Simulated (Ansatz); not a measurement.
## C: geometry relaxation (part 1 of 3)

System: C (Cmme, 4 atoms in the cell).
Method: DFT PBE, scalar-relativistic, plane waves, PAW, PAW set soft_1, no spin polarisation (Ansatz 0.2.0).

The structure derives from a Materials Project entry. Figures and captions count atoms from 1; the log counts them from 0 in places.

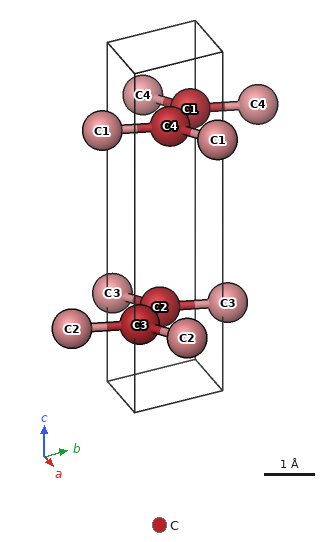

*The structure as given in the input (ball-and-stick view of the cell of the calculation, seen slightly off an axis; neighbours outside the cell are drawn fainter; atoms are numbered from 1 in the order of the input). An atom can appear more than once, as a periodic image.*

Near neighbours in the periodic cell (some may lie outside the picture): C has 3 C at 1.42 Å.

## Input file
```yaml
crystal:
  lattice:
    - [1.22804797, -2.12706182, 0.0]
    - [1.22804797, 2.12706182, 0.0]
    - [0.0, 0.0, 7.17326776]
  atoms:
    - { symbol: C, position: [0.08337946, 0.91662054, 0.7531376] }
    - { symbol: C, position: [0.58337946, 0.41662054, 0.2468624] }
    - { symbol: C, position: [0.91662054, 0.08337946, 0.2468624] }
    - { symbol: C, position: [0.41662054, 0.58337946, 0.7531376] }
basis:
  ecutwfc: 520.0
kpoints:
  mp_grid: { grid: [21, 21, 6] }
hamiltonian:
  xc: pbe
  pseudopotentials: { kind: paw, azcp: { folder: soft_1 } }
scf:
  occupations: { method: gaussian, width: 0.1 }
output:
  forces: true
  stress: true
  eigenvalues: true
  write_density: true
  write_potential: true
  elf: true
  volumetric_format: npy
relax:
  adjacent_minimum: "off"
  f_tol: 0.005
  max_steps: 80
  cell: { stress_tol: 0.05 }
```

Run on 2 threads of Arm Neoverse V1, 24 GiB of memory available, shared host.

Run as:
```bash
ansatz run input.yaml --threads 2 --pin off --max-ram 4096MiB --backend cpu --events-out ev --progress --plain --runs-dir out
```

## The program's output
```
Engine: ansatz 0.2.0, aarch64-unknown-linux-gnu
Pseudopotentials: kind: paw
Pseudopotential: C, paw, valence charge 4, recommended cutoff 420 eV (normal), [file]
Functional definition: PBE
  parameter kappa = 0.804
  parameter beta = 0.06672455060314922
  exchange = pbe_x(kappa = kappa, mu = beta*pi^2/3)
  correlation = pbe_c(beta = beta)
Crystal: 4 atoms, lattice volume = 37.475 Å³
Basis set: ecut = 520 eV, 993 PW (Γ), exchange–correlation on 40×40×108 points (8 copies of the dense FFT grid, shifted against one another)
Bands: 12, of which v1, the nominal top of the filled ones, is band 8 counted from 1 (7 counted from 0)
Symmetry: 8 space group operations
Space group: Cmme (ITA 67), of the structure as read, at distance tolerance 3.3e-5 Å
k-points: 484 of 2646
Non-local potential: C, projectors of the file, l = 0: 2, l = 1: 2, l = 2: 1
PAW form: soft (Blöchl's): semilocal exchange-correlation on the pseudo side does not see the compensation charge
PAW one-centre angular grid: C, 110 points (default); XC on 64 Gauss nodes
Initial density: superposition of atomic densities (chi_scale 0.1, normalization cell)
Initial wavefunctions: pseudopotential atomic-orbital guess
Functional: x = pbe(κ = 0.804, μ = 0.2195149727645171), c = pbe(β = 0.06672455060314922)
SCF iter   1: F=—  HF=-1006.020311 eV  |F-HF|=—  |Δ(HF+E_count)|=         —  Δρ=1.26e-1  dr2=5.30e0  ethr=3.10e-3  ⟨swp⟩=5.6  Hψ=33373  notcnv=0
preconditioner: auto → none  [metal: Δε(μ)=0.020 eV  Ē_g=16.440 eV  σ=0.100 eV  W_gap=0.11  n_scr=4 (ndim 8)  ℏωp=24.3 eV  f_vac=0.000  D(μ)=0.08/eV (n_scr^D=0)  sad-step TF]
SCF iter   2: F=—  HF=-1004.726120 eV  |F-HF|=—  |Δ(HF+E_count)|=    1.29e0  Δρ=7.44e-2  dr2=2.24e0  ethr=3.10e-3  ⟨swp⟩=2.9  Hψ=15407  notcnv=0
SCF iter   3: F=—  HF=-1003.739715 eV  |F-HF|=—  |Δ(HF+E_count)|=   9.86e-1  Δρ=7.73e-3  dr2=1.16e-2  ethr=3.10e-3  ⟨swp⟩=3.5  Hψ=17586  notcnv=0
SCF iter   4: F=—  HF=-1003.750462 eV  |F-HF|=—  |Δ(HF+E_count)|=   1.07e-2  Δρ=1.16e-3  dr2=1.49e-3  ethr=7.25e-5  ⟨swp⟩=2.4  Hψ=12792  notcnv=0
SCF iter   5: F=—  HF=-1003.750660 eV  |F-HF|=—  |Δ(HF+E_count)|=   1.98e-4  Δρ=8.08e-4  dr2=1.21e-3  ethr=9.29e-6  ⟨swp⟩=2.5  Hψ=9861  notcnv=0
SCF iter   6: F=—  HF=-1003.750408 eV  |F-HF|=—  |Δ(HF+E_count)|=   2.51e-4  Δρ=3.51e-4  dr2=2.26e-4  ethr=7.59e-6  ⟨swp⟩=1.6  Hψ=6535  notcnv=0
SCF iter   7: F=—  HF=-1003.750356 eV  |F-HF|=—  |Δ(HF+E_count)|=   5.23e-5  Δρ=6.72e-5  dr2=9.08e-6  ethr=1.41e-6  ⟨swp⟩=2.2  Hψ=7858  notcnv=0
SCF iter   8: F=—  HF=-1003.750347 eV  |F-HF|=—  |Δ(HF+E_count)|=   8.83e-6  Δρ=8.73e-6  dr2=1.28e-7  ethr=5.67e-8  ⟨swp⟩=2.6  Hψ=8605  notcnv=0
SCF iter   9: F=-1003.750347 eV  HF=-1003.750347 eV  |F-HF|=2.50e-10  |Δ(HF+E_count)|=   2.31e-8  Δρ=6.39e-7  dr2=4.13e-10  ethr=6.25e-10  ⟨swp⟩=10.7  Hψ=45828  notcnv=0
SCF 1 converged in 9 iterations: F = -1003.750347 eV  dr2 = 4.13e-10
  greatest PAW one-centre occupation: 0.676 electrons in one spin orbital (limit 2), on the C atom at site 2 (counted from 0), in its partial waves of l = 0
relax step   1: F+E_penalty+E_count = -1003.75034719 eV  Δ(F+E_penalty+E_count) = +0.000e0 eV  max|allowed force component| = 2.501e-2 eV/Å  Δτ_max = 0.0000 Å  P = +3.743 GPa  Ω = 37.475 Å³  (9 SCF iters, dr2 threshold 1.00e-7 eV, accepted)
Crystal: 4 atoms, lattice volume = 39.017 Å³
Basis set: ecut = 520 eV, 1053 PW (Γ), exchange–correlation on 40×40×108 points (8 copies of the dense FFT grid, shifted against one another)
Initial density: handed on by an earlier stage of this run
Initial wavefunctions: those handed on with the density
iter 1 solved again at ethr=2.21e-3 eV; its pass at ethr=3.10e-3 eV (dr2=3.53e-1 eV) is discarded
SCF iter   1: F=—  HF=-1003.867034 eV  |F-HF|=—  |Δ(HF+E_count)|=         —  Δρ=3.01e-2  dr2=3.59e-1  ethr=2.21e-3  ⟨swp⟩=1.0  Hψ=49010  notcnv=0
preconditioner: auto → none  [metal: Δε(μ)=0.067 eV  Ē_g=15.535 eV  σ=0.100 eV  W_gap=0.36  n_scr=4 (ndim 8)  ℏωp=23.8 eV  f_vac=0.130  D(μ)=0.06/eV (n_scr^D=0)]
SCF iter   2: F=—  HF=-1003.790666 eV  |F-HF|=—  |Δ(HF+E_count)|=   7.64e-2  Δρ=9.64e-3  dr2=1.04e-1  ethr=2.21e-3  ⟨swp⟩=2.7  Hψ=12517  notcnv=0
SCF iter   3: F=—  HF=-1003.764857 eV  |F-HF|=—  |Δ(HF+E_count)|=   2.58e-2  Δρ=7.11e-3  dr2=9.13e-3  ethr=6.52e-4  ⟨swp⟩=2.3  Hψ=10078  notcnv=0
SCF iter   4: F=—  HF=-1003.763415 eV  |F-HF|=—  |Δ(HF+E_count)|=   1.44e-3  Δρ=1.37e-3  dr2=2.76e-4  ethr=5.70e-5  ⟨swp⟩=1.9  Hψ=9043  notcnv=0
SCF iter   5: F=—  HF=-1003.763629 eV  |F-HF|=—  |Δ(HF+E_count)|=   2.15e-4  Δρ=1.73e-4  dr2=3.36e-6  ethr=1.73e-6  ⟨swp⟩=2.5  Hψ=9592  notcnv=0
SCF iter   6: F=-1003.763633 eV  HF=-1003.763633 eV  |F-HF|=1.34e-8  |Δ(HF+E_count)|=   3.41e-6  Δρ=8.05e-6  dr2=9.85e-9  ethr=2.50e-9  ⟨swp⟩=11.9  Hψ=49341  notcnv=0
SCF 2 converged in 6 iterations: F = -1003.763633 eV  dr2 = 9.85e-9
  greatest PAW one-centre occupation: 0.674 electrons in one spin orbital (limit 2), on the C atom at site 3 (counted from 0), in its partial waves of l = 0
relax step   2: F+E_penalty+E_count = -1003.76363267 eV  Δ(F+E_penalty+E_count) = -1.329e-2 eV  max|allowed force component| = 1.728e-2 eV/Å  Δτ_max = 0.0867 Å  P = +1.398 GPa  Ω = 39.017 Å³  energy of the carried Pulay correction = -6.864e-5 eV  (6 SCF iters, dr2 threshold 4.00e-7 eV, accepted)
Crystal: 4 atoms, lattice volume = 41.078 Å³
Basis set: ecut = 520 eV, 1115 PW (Γ), exchange–correlation on 40×40×108 points (8 copies of the dense FFT grid, shifted against one another)
iter 1 solved again at ethr=1.02e-3 eV; its pass at ethr=3.10e-3 eV (dr2=1.64e-1 eV) is discarded
SCF iter   1: F=—  HF=-1003.823460 eV  |F-HF|=—  |Δ(HF+E_count)|=         —  Δρ=1.92e-2  dr2=1.65e-1  ethr=1.02e-3  ⟨swp⟩=1.0  Hψ=48457  notcnv=0
preconditioner: auto → none  [metal: Δε(μ)=0.004 eV  Ē_g=15.353 eV  σ=0.100 eV  W_gap=0.02  n_scr=4 (ndim 8)  ℏωp=23.2 eV  f_vac=0.190  D(μ)=0.09/eV (n_scr^D=0)]
SCF iter   2: F=—  HF=-1003.785464 eV  |F-HF|=—  |Δ(HF+E_count)|=   3.80e-2  Δρ=6.13e-3  dr2=4.46e-2  ethr=1.02e-3  ⟨swp⟩=2.6  Hψ=11549  notcnv=0
SCF iter   3: F=—  HF=-1003.774793 eV  |F-HF|=—  |Δ(HF+E_count)|=   1.07e-2  Δρ=4.37e-3  dr2=4.27e-3  ethr=2.79e-4  ⟨swp⟩=2.1  Hψ=9841  notcnv=0
SCF iter   4: F=—  HF=-1003.774166 eV  |F-HF|=—  |Δ(HF+E_count)|=   6.26e-4  Δρ=1.19e-3  dr2=2.53e-4  ethr=2.67e-5  ⟨swp⟩=2.0  Hψ=8947  notcnv=0
SCF iter   5: F=—  HF=-1003.773960 eV  |F-HF|=—  |Δ(HF+E_count)|=   2.06e-4  Δρ=1.60e-4  dr2=3.47e-6  ethr=1.58e-6  ⟨swp⟩=2.5  Hψ=9675  notcnv=0
SCF iter   6: F=-1003.773963 eV  HF=-1003.773963 eV  |F-HF|=1.97e-9  |Δ(HF+E_count)|=   2.78e-6  Δρ=1.09e-5  dr2=2.58e-8  ethr=2.50e-9  ⟨swp⟩=11.7  Hψ=48142  notcnv=0
SCF 3 converged in 6 iterations: F = -1003.773963 eV  dr2 = 2.58e-8
  greatest PAW one-centre occupation: 0.672 electrons in one spin orbital (limit 2), on the C atom at site 2 (counted from 0), in its partial waves of l = 0
relax step   3: F+E_penalty+E_count = -1003.77396288 eV  Δ(F+E_penalty+E_count) = -1.033e-2 eV  max|allowed force component| = 4.908e-3 eV/Å  Δτ_max = 0.0521 Å  P = -0.940 GPa  Ω = 41.078 Å³  energy of the carried Pulay correction = -1.562e-4 eV  (6 SCF iters, dr2 threshold 4.00e-7 eV, accepted)
Crystal: 4 atoms, lattice volume = 42.074 Å³
Basis set: ecut = 520 eV, 1151 PW (Γ), exchange–correlation on 40×40×108 points (8 copies of the dense FFT grid, shifted against one another)
iter 1 solved again at ethr=3.32e-5 eV; its pass at ethr=3.10e-3 eV (dr2=5.31e-3 eV) is discarded
SCF iter   1: F=—  HF=-1003.778633 eV  |F-HF|=—  |Δ(HF+E_count)|=         —  Δρ=2.97e-3  dr2=5.44e-3  ethr=3.32e-5  ⟨swp⟩=1.8  Hψ=46774  notcnv=0
preconditioner: auto → none  [metal: Δε(μ)=0.005 eV  Ē_g=15.369 eV  σ=0.100 eV  W_gap=0.03  n_scr=4 (ndim 8)  ℏωp=22.9 eV  f_vac=0.205  D(μ)=0.11/eV (n_scr^D=0)]
SCF iter   2: F=—  HF=-1003.776972 eV  |F-HF|=—  |Δ(HF+E_count)|=   1.66e-3  Δρ=1.12e-3  dr2=6.32e-4  ethr=3.32e-5  ⟨swp⟩=2.9  Hψ=9556  notcnv=0
SCF iter   3: F=—  HF=-1003.776971 eV  |F-HF|=—  |Δ(HF+E_count)|=   9.23e-7  Δρ=5.42e-4  dr2=2.81e-4  ethr=3.95e-6  ⟨swp⟩=2.7  Hψ=9359  notcnv=0
SCF iter   4: F=—  HF=-1003.776716 eV  |F-HF|=—  |Δ(HF+E_count)|=   2.55e-4  Δρ=2.45e-4  dr2=1.01e-5  ethr=1.76e-6  ⟨swp⟩=2.0  Hψ=7772  notcnv=0
SCF iter   5: F=-1003.776721 eV  HF=-1003.776721 eV  |F-HF|=4.55e-8  |Δ(HF+E_count)|=   5.27e-6  Δρ=1.71e-5  dr2=5.76e-8  ethr=2.50e-9  ⟨swp⟩=9.2  Hψ=47853  notcnv=0
SCF 4 converged in 5 iterations: F = -1003.776721 eV  dr2 = 5.76e-8
  greatest PAW one-centre occupation: 0.672 electrons in one spin orbital (limit 2), on the C atom at site 3 (counted from 0), in its partial waves of l = 0
relax step   4: F+E_penalty+E_count = -1003.77672089 eV  Δ(F+E_penalty+E_count) = -2.758e-3 eV  max|allowed force component| = 6.854e-3 eV/Å  Δτ_max = 0.0036 Å  P = -0.455 GPa  Ω = 42.074 Å³  energy of the carried Pulay correction = -1.968e-4 eV  (5 SCF iters, dr2 threshold 4.00e-7 eV, accepted)
Crystal: 4 atoms, lattice volume = 42.684 Å³
Basis set: ecut = 520 eV, 1165 PW (Γ), exchange–correlation on 40×40×108 points (8 copies of the dense FFT grid, shifted against one another)
iter 1 solved again at ethr=1.30e-5 eV; its pass at ethr=3.10e-3 eV (dr2=2.07e-3 eV) is discarded
SCF iter   1: F=—  HF=-1003.778214 eV  |F-HF|=—  |Δ(HF+E_count)|=         —  Δρ=1.89e-3  dr2=2.08e-3  ethr=1.30e-5  ⟨swp⟩=2.1  Hψ=47242  notcnv=0
preconditioner: auto → none  [metal: Δε(μ)=0.003 eV  Ē_g=15.371 eV  σ=0.100 eV  W_gap=0.02  n_scr=4 (ndim 8)  ℏωp=22.7 eV  f_vac=0.211  D(μ)=0.12/eV (n_scr^D=0)]
SCF iter   2: F=—  HF=-1003.777625 eV  |F-HF|=—  |Δ(HF+E_count)|=   5.89e-4  Δρ=7.29e-4  dr2=2.88e-4  ethr=1.30e-5  ⟨swp⟩=2.9  Hψ=9591  notcnv=0
SCF iter   3: F=—  HF=-1003.777490 eV  |F-HF|=—  |Δ(HF+E_count)|=   1.35e-4  Δρ=3.83e-4  dr2=1.03e-4  ethr=1.80e-6  ⟨swp⟩=2.3  Hψ=8434  notcnv=0
SCF iter   4: F=—  HF=-1003.777471 eV  |F-HF|=—  |Δ(HF+E_count)|=   1.89e-5  Δρ=1.47e-4  dr2=3.54e-6  ethr=6.44e-7  ⟨swp⟩=2.0  Hψ=7759  notcnv=0
SCF iter   5: F=-1003.777473 eV  HF=-1003.777473 eV  |F-HF|=1.25e-8  |Δ(HF+E_count)|=   1.82e-6  Δρ=1.05e-5  dr2=2.29e-8  ethr=2.50e-9  ⟨swp⟩=8.5  Hψ=44123  notcnv=0
SCF 5 converged in 5 iterations: F = -1003.777473 eV  dr2 = 2.29e-8
  greatest PAW one-centre occupation: 0.673 electrons in one spin orbital (limit 2), on the C atom at site 3 (counted from 0), in its partial waves of l = 0
relax step   5: F+E_penalty+E_count = -1003.77747280 eV  Δ(F+E_penalty+E_count) = -7.519e-4 eV  max|allowed force component| = 1.506e-3 eV/Å  Δτ_max = 0.0029 Å  P = +0.019 GPa  Ω = 42.684 Å³  energy of the carried Pulay correction = -2.212e-4 eV  (5 SCF iters, dr2 threshold 4.00e-7 eV, accepted)
Crystal: 4 atoms, lattice volume = 42.965 Å³
iter 1 solved again at ethr=4.85e-6 eV; its pass at ethr=3.10e-3 eV (dr2=7.77e-4 eV) is discarded
SCF iter   1: F=—  HF=-1003.777807 eV  |F-HF|=—  |Δ(HF+E_count)|=         —  Δρ=1.03e-3  dr2=5.98e-4  ethr=4.85e-6  ⟨swp⟩=2.4  Hψ=45834  notcnv=0
preconditioner: auto → none  [metal: Δε(μ)=0.002 eV  Ē_g=15.369 eV  σ=0.100 eV  W_gap=0.01  n_scr=6 (ndim 8)  ℏωp=22.7 eV  f_vac=0.211  D(μ)=0.12/eV (n_scr^D=0)]
SCF iter   2: F=—  HF=-1003.777626 eV  |F-HF|=—  |Δ(HF+E_count)|=   1.81e-4  Δρ=3.54e-4  dr2=9.30e-5  ethr=3.74e-6  ⟨swp⟩=2.6  Hψ=9056  notcnv=0
SCF iter   3: F=—  HF=-1003.777533 eV  |F-HF|=—  |Δ(HF+E_count)|=   9.28e-5  Δρ=2.06e-4  dr2=2.61e-5  ethr=5.81e-7  ⟨swp⟩=2.1  Hψ=8162  notcnv=0
SCF iter   4: F=—  HF=-1003.777528 eV  |F-HF|=—  |Δ(HF+E_count)|=   5.08e-6  Δρ=7.22e-5  dr2=8.17e-7  ethr=1.63e-7  ⟨swp⟩=2.1  Hψ=7812  notcnv=0
SCF iter   5: F=—  HF=-1003.777528 eV  |F-HF|=—  |Δ(HF+E_count)|=   5.43e-7  Δρ=4.86e-6  dr2=5.22e-9  ethr=7.12e-11  ⟨swp⟩=7.5  Hψ=39896  notcnv=0
SCF iter   6: F=-1003.777528 eV  HF=-1003.777528 eV  |F-HF|=8.89e-11  |Δ(HF+E_count)|=   3.52e-9  Δρ=5.02e-7  dr2=1.65e-10  ethr=3.27e-11  ⟨swp⟩=5.7  Hψ=32582  notcnv=0
SCF 6 converged in 6 iterations: F = -1003.777528 eV  dr2 = 1.65e-10
relax step   6: F+E_penalty+E_count = -1003.77752835 eV  Δ(F+E_penalty+E_count) = -5.555e-5 eV  max|allowed force component| = 3.032e-4 eV/Å  Δτ_max = 0.0020 Å  P = +0.025 GPa  Ω = 42.965 Å³  energy of the carried Pulay correction = -2.324e-4 eV  (6 SCF iters, dr2 threshold 1.14e-8 eV, accepted)
Basis set: ecut = 520 eV, 1165 PW (Γ), exchange–correlation on 40×40×128 points (8 copies of the dense FFT grid, shifted against one another)
Initial wavefunctions: pseudopotential atomic-orbital guess (no wavefunctions were taken with the density)
iter 1 solved again at ethr=7.49e-8 eV; its pass at ethr=3.10e-3 eV (dr2=1.20e-5 eV) is discarded
```
